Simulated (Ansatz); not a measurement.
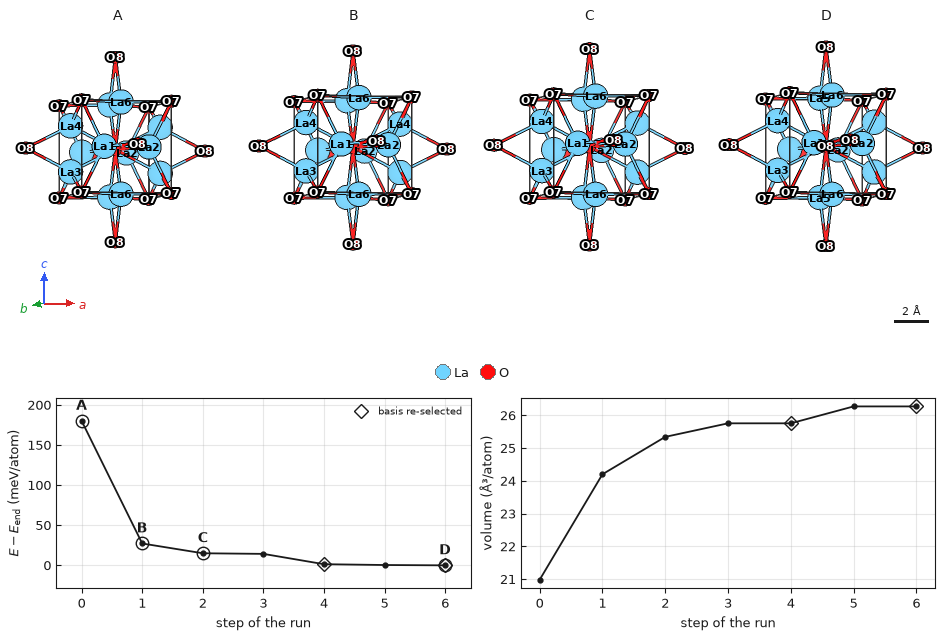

Frames of a relaxation of a crystal of La₃O (a generated structure, set up in Pm-3n) (coarse preliminary run), marked on the history of the run. A ball-and-stick model of the cell of the calculation, seen from a free direction.

The calculation used Ansatz 0.2.0, DFT PBE, scalar-relativistic, plane waves, PAW.

Input
```yaml
crystal:
  lattice:
    - [5.51631788, 0.0, 0.0]
    - [0.0, 5.51631788, 0.0]
    - [0.0, 0.0, 5.51631788]
  atoms:
    - { symbol: La, position: [0.25, 0.0, 0.5] }
    - { symbol: La, position: [0.75, 0.0, 0.5] }
    - { symbol: La, position: [0.0, 0.5, 0.25] }
    - { symbol: La, position: [0.0, 0.5, 0.75] }
    - { symbol: La, position: [0.5, 0.75, 0.0] }
    - { symbol: La, position: [0.5, 0.25, 0.0] }
    - { symbol: O, position: [0.0, 0.0, 0.0] }
    - { symbol: O, position: [0.5, 0.5, 0.5] }
basis:
  ecutwfc: 420
kpoints:
  mp_grid: { grid: [4, 4, 4] }
hamiltonian:
  xc: pbe
scf:
  occupations: { method: gaussian, width: 0.1 }
  lower_state_search: "off"
output:
  forces: true
  stress: true
  eigenvalues: true
relax:
  adjacent_minimum: "off"
  f_tol: 0.04
  max_steps: 70
  cell: { stress_tol: 0.4 }
```

Run as
```bash
ansatz run input.yaml --threads 1 --pin off --max-ram 2560MiB --backend cpu --events-out ev --progress --plain --runs-dir out
```

### What happens along the run?

The energy falls by 180 meV per atom in 4 accepted moves (6 points after the start). All forces vanish by symmetry, so only the cell relaxes. Pressure: 13.38 GPa at the start and 0.13 GPa at the end. The SCF was repeated twice at an unchanged geometry on a basis and grid sized afresh for the cell, which shifted the energy by 12.9 meV per atom at most. No atom moves by more than 0.005 Å relative to the cell. The volume changes by +25.2 %, with a = b = c 5.516 → 5.946 Å (+7.8 %). Some distances before and after: La1–La3 3.378 → 3.641 Å, La1–O7 3.084 → 3.324 Å, La1–La2 2.758 → 2.973 Å. The space group stays Pm-3n (No. 223). The run took 37 s on 1 thread of Intel(R) Xeon(R) 6975P-C (Granite Rapids), on a shared host, peak memory 0.51 GiB. From step 0 to 1: volume +15.3 %, energy −153 meV per atom. From step 1 to 2: volume +4.7 %, energy −12.2 meV per atom. From step 2 to 6: volume +3.7 %, energy −15.1 meV per atom.
